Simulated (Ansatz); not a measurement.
Input file:

```
crystal:
  lattice:
    - [9.507, 0.0, 0.0]
    - [-4.7535, 8.2333035138, 0.0]
    - [0.0, 0.0, 12.324]
  atoms:
    - { symbol: Mo, position: [0.1111111111, 0.2222222222, 0.25] }
    - { symbol: Mo, position: [0.1111111111, 0.5555555556, 0.25] }
    - { symbol: Mo, position: [0.1111111111, 0.8888888889, 0.25] }
    - { symbol: Mo, position: [0.4444444444, 0.2222222222, 0.25] }
    - { symbol: Mo, position: [0.4444444444, 0.5555555556, 0.25] }
    - { symbol: Mo, position: [0.4444444444, 0.8888888889, 0.25] }
    - { symbol: Mo, position: [0.7777777778, 0.2222222222, 0.25] }
    - { symbol: Mo, position: [0.7777777778, 0.5555555556, 0.25] }
    - { symbol: Mo, position: [0.7777777778, 0.8888888889, 0.25] }
    - { symbol: Mo, position: [0.2222222222, 0.1111111111, 0.75] }
    - { symbol: Mo, position: [0.2222222222, 0.4444444444, 0.75] }
    - { symbol: Mo, position: [0.2222222222, 0.7777777778, 0.75] }
    - { symbol: Mo, position: [0.5555555556, 0.1111111111, 0.75] }
    - { symbol: Mo, position: [0.5555555556, 0.4444444444, 0.75] }
    - { symbol: Mo, position: [0.5555555556, 0.7777777778, 0.75] }
    - { symbol: Mo, position: [0.8888888889, 0.1111111111, 0.75] }
    - { symbol: Mo, position: [0.8888888889, 0.4444444444, 0.75] }
    - { symbol: Mo, position: [0.8888888889, 0.7777777778, 0.75] }
    - { symbol: S, position: [0.1111111111, 0.5555555556, 0.623] }
    - { symbol: S, position: [0.1111111111, 0.8888888889, 0.623] }
    - { symbol: S, position: [0.4444444444, 0.2222222222, 0.623] }
    - { symbol: S, position: [0.4444444444, 0.5555555556, 0.623] }
    - { symbol: S, position: [0.4444444444, 0.8888888889, 0.623] }
    - { symbol: S, position: [0.7777777778, 0.2222222222, 0.623] }
    - { symbol: S, position: [0.7777777778, 0.5555555556, 0.623] }
    - { symbol: S, position: [0.7777777778, 0.8888888889, 0.623] }
    - { symbol: S, position: [0.2222222222, 0.1111111111, 0.123] }
    - { symbol: S, position: [0.2222222222, 0.4444444444, 0.123] }
    - { symbol: S, position: [0.2222222222, 0.7777777778, 0.123] }
    - { symbol: S, position: [0.5555555556, 0.1111111111, 0.123] }
    - { symbol: S, position: [0.5555555556, 0.4444444444, 0.123] }
    - { symbol: S, position: [0.5555555556, 0.7777777778, 0.123] }
    - { symbol: S, position: [0.8888888889, 0.1111111111, 0.123] }
    - { symbol: S, position: [0.8888888889, 0.4444444444, 0.123] }
    - { symbol: S, position: [0.8888888889, 0.7777777778, 0.123] }
    - { symbol: S, position: [0.1111111111, 0.2222222222, 0.877] }
    - { symbol: S, position: [0.1111111111, 0.5555555556, 0.877] }
    - { symbol: S, position: [0.1111111111, 0.8888888889, 0.877] }
    - { symbol: S, position: [0.4444444444, 0.2222222222, 0.877] }
    - { symbol: S, position: [0.4444444444, 0.5555555556, 0.877] }
    - { symbol: S, position: [0.4444444444, 0.8888888889, 0.877] }
    - { symbol: S, position: [0.7777777778, 0.2222222222, 0.877] }
    - { symbol: S, position: [0.7777777778, 0.5555555556, 0.877] }
    - { symbol: S, position: [0.7777777778, 0.8888888889, 0.877] }
    - { symbol: S, position: [0.2222222222, 0.1111111111, 0.377] }
    - { symbol: S, position: [0.2222222222, 0.4444444444, 0.377] }
    - { symbol: S, position: [0.2222222222, 0.7777777778, 0.377] }
    - { symbol: S, position: [0.5555555556, 0.1111111111, 0.377] }
    - { symbol: S, position: [0.5555555556, 0.4444444444, 0.377] }
    - { symbol: S, position: [0.5555555556, 0.7777777778, 0.377] }
    - { symbol: S, position: [0.8888888889, 0.1111111111, 0.377] }
    - { symbol: S, position: [0.8888888889, 0.4444444444, 0.377] }
    - { symbol: S, position: [0.8888888889, 0.7777777778, 0.377] }
total_charge: 2
kpoints:
  mp_grid: { grid: [3, 3, 2] }
scf:
  occupations: { method: fermi_dirac, width: 0.01 }
hamiltonian:
  xc: pbe
  pseudopotentials: { kind: paw }
output:
  forces: true
  stress: true
  populations: true
  efg:
    quadrupole_moments_barn: { Mo: -0.022, S: -0.0694 }
    contact_densities: true
  write_density: true
  write_potential: true
  elf: true
  volumetric_format: npy
```

Command:

```sh
ansatz run input.yaml --threads 4 --pin off --max-ram 8192MiB --backend cpu --events-out ev --progress --plain --runs-dir out
```

Not relaxed (largest force 0.9 eV/Å); computed without spin polarisation.

The calculation used Ansatz, DFT, PBE, plane-wave PAW, default files, scalar-relativistic.

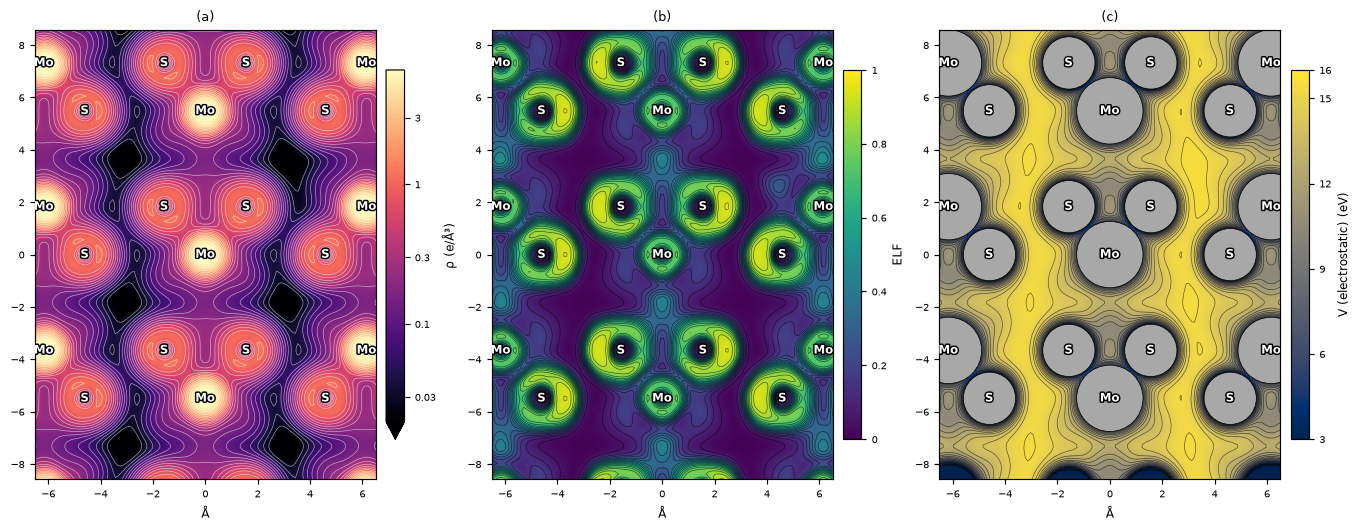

Mo$_{18}$S$_{35}$ (cell charge +2, with a compensating background) (cell with a defect). (a) valence charge density (pseudo); (b) electron localisation function; (c) electrostatic potential (local pseudopotential plus Hartree) felt by an electron on the (110) plane of the calculation cell. Grey discs cover the atomic cores in the potential map.

What does the map show?

- The section cuts through Mo and S sites.
- Mo–S (2.41 Å): ρ at the midpoint is about 0.6 e/Å³; the ELF peaks at about 0.85 in the valence shell of S, 0.8 Å from its nucleus, and is about 0.45 at the midpoint.
- Between the atoms the lowest density in this plane is 0.01 e/Å³.
- The features right at Mo lie inside the PAW spheres, where the map follows smoothed inner orbitals and isn't to be read closely.
- Outside the cores the potential energy rises away from the atoms and is highest about 2.2 Å from the nearest atoms; its zero is arbitrary.
